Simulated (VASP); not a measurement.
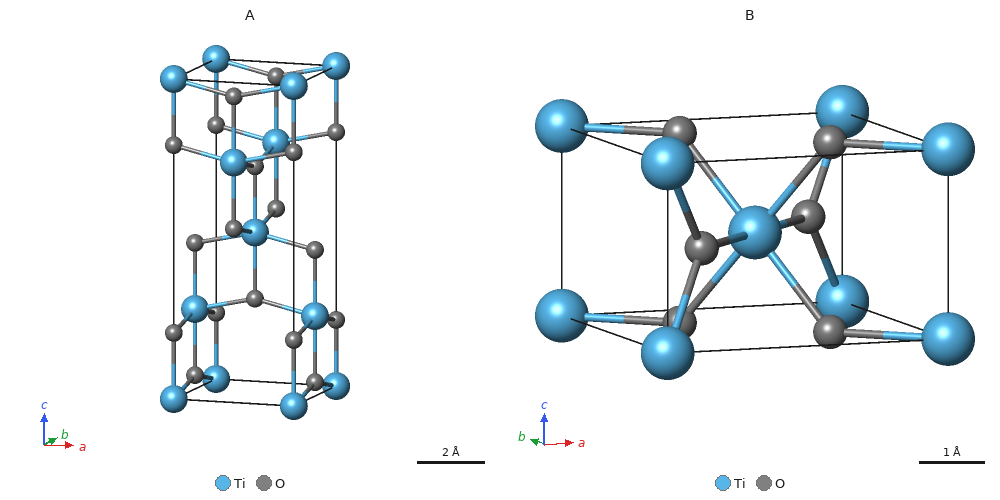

Two structures of TiO2, each relaxed (cell and atoms) at zero pressure; conventional cells in solid outline, small ones repeated, each panel with its own scale. Alike in all runs: VASP 6.6.1; functional PBE; VASP's PAW PBE potentials, release 64 (Ti_sv, O_h); cutoff 980 eV; occupations fermi-dirac, width 0.05 eV; no spin polarisation; no spin-orbit coupling. The k meshes have like spacings.

### Name the structure in each panel.

A: anatase, I4₁/amd; B: rutile, P4₂/mnm.

### Rank them by energy, lowest first.

A, then B (+32 meV/atom), static energies at zero smearing.

### Could pressure favour another of these structures?

B is denser (10.7 against 11.7 Å³/atom), so pressure favours it. Setting PΔV equal to ΔE at fixed volumes gives a first estimate of 5 GPa for the crossing; compression of both forms, other phases and heat would move it.

### Collect the results in a table.

| panel | space group | E − E(lowest) (meV/atom) | volume (Å³/atom) | gap (eV) |
| --- | --- | --- | --- | --- |
| A | I4₁/amd | 0 | 11.7 | 2.10 |
| B | P4₂/mnm | 32 | 10.7 | 1.83 |

The starts are database entries or structure types tried for this composition, and the most stable form need not be among them. Approximate functionals can misorder forms that lie within a few tens of meV/atom, as they do the rutile and anatase forms of TiO₂. Gaps are the least found on the k-mesh, which misses some points of high symmetry; where the band edges lie there, the true gap is smaller, at times by an eV.

Caveat: semilocal functionals give gaps below the measured ones.
